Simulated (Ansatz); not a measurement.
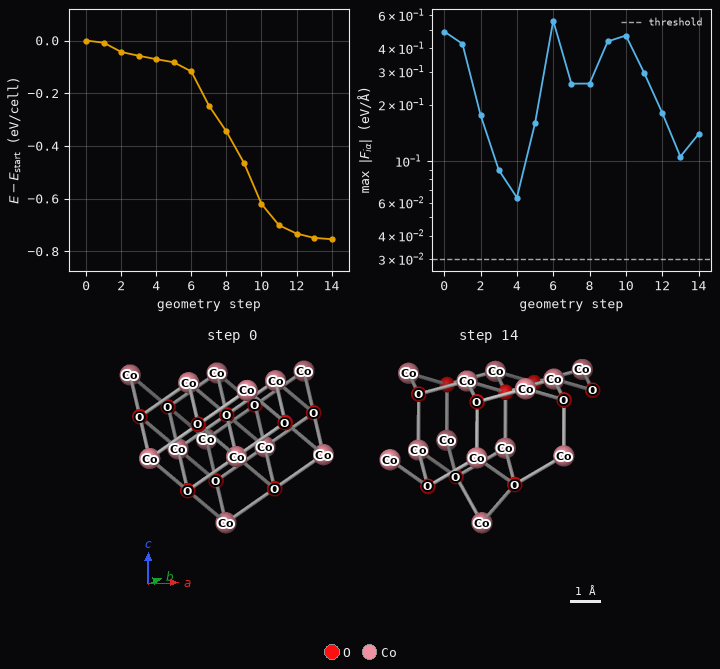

First and last geometry of a constrained relaxation of a slab of composition CoO (cut from the I4/mmm phase), with the history of the run. Style: ball-and-stick. Shown: the atoms within 4.2 Å of the atom that moves most (axes of the 3 × 3 repeat of the cell, outlined in the plane, without the vacuum), slightly off an axis.

Case: clean slab, lower half held. The slab is the (1 0 1) face of CoO. 4 atoms are held fixed.

These are results of DFT PBE, scalar-relativistic, plane waves, PAW in Ansatz 0.2.0, not measurements.

Input
```yaml
crystal:
  lattice:
    - [2.998104617, 0.0, 0.0]
    - [1.4811032101, 2.6067152848, 0.0]
    - [0.0, 0.0, 25.5843314595]
  atoms:
    - { symbol: O, position: [0.6693381358, 0.6693381358, 0.332234595], spin: 0.35 }
    - { symbol: Co, position: [0.3386762717, 0.3386762717, 0.3801675678], spin: 2.73 }
    - { symbol: O, position: [0.0080144075, 0.0080144075, 0.4281005407], spin: 0.35 }
    - { symbol: Co, position: [0.6773525434, 0.6773525434, 0.4760335136], spin: 2.73 }
    - { symbol: O, position: [0.3466906792, 0.3466906792, 0.5239664864], spin: 0.35 }
    - { symbol: Co, position: [0.016028815, 0.016028815, 0.5718994593], spin: 2.73 }
    - { symbol: O, position: [0.6853669509, 0.6853669509, 0.6198324322], spin: 0.35 }
    - { symbol: Co, position: [0.3547050867, 0.3547050867, 0.667765405], spin: 2.73 }
basis:
  ecutwfc: 420
kpoints:
  mp_grid: { grid: [11, 11, 1] }
hamiltonian:
  xc: pbe
scf:
  occupations: { method: gaussian, width: 0.1 }
output:
  forces: true
  eigenvalues: true
  populations: true
  write_density: true
  write_potential: true
  elf: true
  volumetric_format: npy
magnetization:
  spin_polarized: true
relax:
  adjacent_minimum: "off"
  f_tol: 0.03
  max_steps: 70
  constraints: [{ sites: [0, 1, 2, 3] }]
efield:
  axis: 3
  dipole_correction: true
  ramp_width: 0.04
```

Run as
```bash
ansatz run input.yaml --threads 2 --pin off --max-ram 5120MiB --backend cpu --events-out ev --progress --plain --runs-dir out
```

What do the curves and the structures tell?

The run was cut off at its time limit before the relaxation converged, so the last structure is only a point on the way. The energy falls by 0.754 eV per cell of the calculation in 14 geometry steps. Largest force component: 0.49 eV/Å at the start, 0.14 eV/Å at the end. The atom that moves furthest is O7 (1.24 Å at 56° to the normal (+c side)). By element the largest moves are O 1.24 Å, Co 1.01 Å. The cell stays as it was. Some distances before and after: Co6–O7 2.133 → 3.564 Å, Co4–O5 2.107 → 2.811 Å, O7–Co8 2.133 → 1.809 Å, O7–Co8 (another image) 2.107 → 1.811 Å. Bonds break, among them: Co4–O5 (2.11 → 2.81 Å), Co6–O7 (2.13 → 3.56 Å). Among the angles between lasting bonds that change: Co6–O7–Co8 180.0° → 106.1°, Co8–O7–Co8 90.0° → 112.9°, O7–Co8–O7 90.0° → 112.9°.

| step | E − E(0), meV/atom | largest force component, eV/Å |
| --- | --- | --- |
| 0 | 0.00 | 0.4917 |
| 1 | -1.04 | 0.4229 |
| 2 | -5.44 | 0.1760 |
| 3 | -7.23 | 0.0897 |
| 4 | -8.85 | 0.0639 |
| 5 | -10.32 | 0.1596 |
| 6 | -14.69 | 0.5618 |
| 7 | -30.83 | 0.2590 |
| 8 | -43.14 | 0.2593 |
| 9 | -58.00 | 0.4352 |
| 10 | -77.50 | 0.4679 |
| 11 | -87.63 | 0.2967 |
| 12 | -91.56 | 0.1810 |
| 13 | -93.62 | 0.1057 |
| 14 | -94.24 | 0.1393 |
